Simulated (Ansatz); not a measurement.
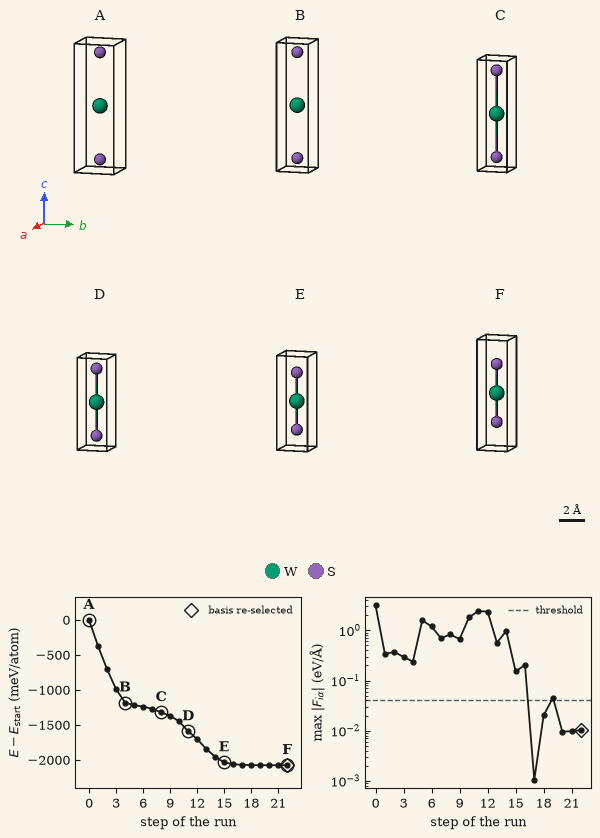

Frames of a relaxation of crystalline WS2 (a generated structure, set up in P4/mmm) (coarse preliminary run), marked on the history of the run. Style: ball-and-stick. Shown: the cell of the calculation, slightly off an axis.

All numbers below come from DFT PBE, scalar-relativistic, plane waves, PAW (Ansatz 0.2.0).

Input file:
```yaml
crystal:
  lattice:
    - [3.40621514, 0.0, 0.0]
    - [0.0, 3.40621514, 0.0]
    - [0.0, 0.0, 10.75728372]
  atoms:
    - { symbol: W, position: [0.5, 0.5, 0.5] }
    - { symbol: S, position: [0.5, 0.5, 0.91552355] }
    - { symbol: S, position: [0.5, 0.5, 0.08447645] }
basis:
  ecutwfc: 420
kpoints:
  mp_grid: { grid: [6, 6, 2] }
hamiltonian:
  xc: pbe
scf:
  occupations: { method: gaussian, width: 0.1 }
  lower_state_search: "off"
output:
  forces: true
  stress: true
  eigenvalues: true
relax:
  adjacent_minimum: "off"
  f_tol: 0.04
  max_steps: 70
  cell: { stress_tol: 0.4 }
```

Command:
```bash
ansatz run input.yaml --threads 1 --pin off --max-ram 2048MiB --backend cpu --events-out ev --progress --plain --runs-dir out
```

Q: What happens along the run?

A: The largest moves relative to the cell, 1.42 Å, are those of S2 and S3. S2 goes along −c. W stays in place. The drawn cell changes as follows: a = b 3.406 → 2.602 Å (−23.6 %), c 10.757 → 9.237 Å (−14.1 %); the volume changes by −49.9 %. Near-neighbour distances that change, for instance: S2–S3 1.817 → 4.399 Å, W1–S2 4.470 → 2.419 Å, S2–S2 3.406 → 2.602 Å, W1–W1 3.406 → 2.602 Å. New bonds form: W1–S2 (4.47 → 2.42 Å), W1–S3 (4.47 → 2.42 Å). Bonds break: S2–S3 (1.82 → 4.40 Å). The space group stays P4/mmm (No. 123). After 21 accepted moves (22 points after the start) the energy has fallen by 2074 meV per atom. The largest force component goes from 3.1 to 0.01 eV/Å. Pressure: −6.20 GPa at the start and 0.08 GPa at the end. The SCF was repeated once at an unchanged geometry on a basis and grid sized afresh for the cell, which shifted the energy by 0.6 meV per atom at most. Cost: 64 s on 1 thread of Arm Neoverse V1, on a shared host, peak memory 0.36 GiB. From step 0 to 4: S atoms move most (0.04 Å), volume −35.3 %, energy −1179 meV per atom. From step 4 to 8: S atoms move most (0.20 Å), volume −23.9 %, energy −139 meV per atom. From step 8 to 11: S atoms move most (0.20 Å), volume −18.5 %, energy −272 meV per atom. From step 11 to 15: S atoms move most (0.48 Å), volume +8.9 %, energy −442 meV per atom. From step 15 to 22: S atoms move most (0.38 Å), volume +14.6 %, energy −40.7 meV per atom.

```tsv
step	E − E(0), meV/atom	largest force component, eV/Å	pressure, GPa	volume, Å³/atom	note
0	0.00	3.1352	-6.20	41.603	
1	-372.88	0.3365	-9.12	37.692	
2	-703.40	0.3725	-9.70	33.943	
3	-988.52	0.2949	-8.13	30.348	
4	-1179.42	0.2387	-3.78	26.923	
5	-1217.92	1.5803	3.62	23.622	
6	-1235.78	1.1961	0.63	23.804	
7	-1268.96	0.6984	-0.76	22.286	
8	-1318.57	0.8290	-0.20	20.497	
9	-1367.53	0.6668	1.59	18.943	
10	-1447.53	1.8110	0.82	18.028	
11	-1590.83	2.4213	3.86	16.701	
12	-1699.93	2.3709	12.84	15.527	
13	-1841.88	0.5676	9.59	15.985	
14	-1953.25	0.9744	0.52	17.434	
15	-2033.30	0.1520	0.98	18.182	
16	-2059.84	0.2043	0.13	18.632	
17	-2068.12	0.0011	1.05	19.060	
18	-2072.57	0.0201	0.49	19.722	
19	-2073.83	0.0458	0.19	20.241	
20	-2074.32	0.0096	0.10	20.502	
21	-2074.53	0.0098	0.09	20.843	
22	-2073.96	0.0103	0.08	20.843	same geometry, new basis
```
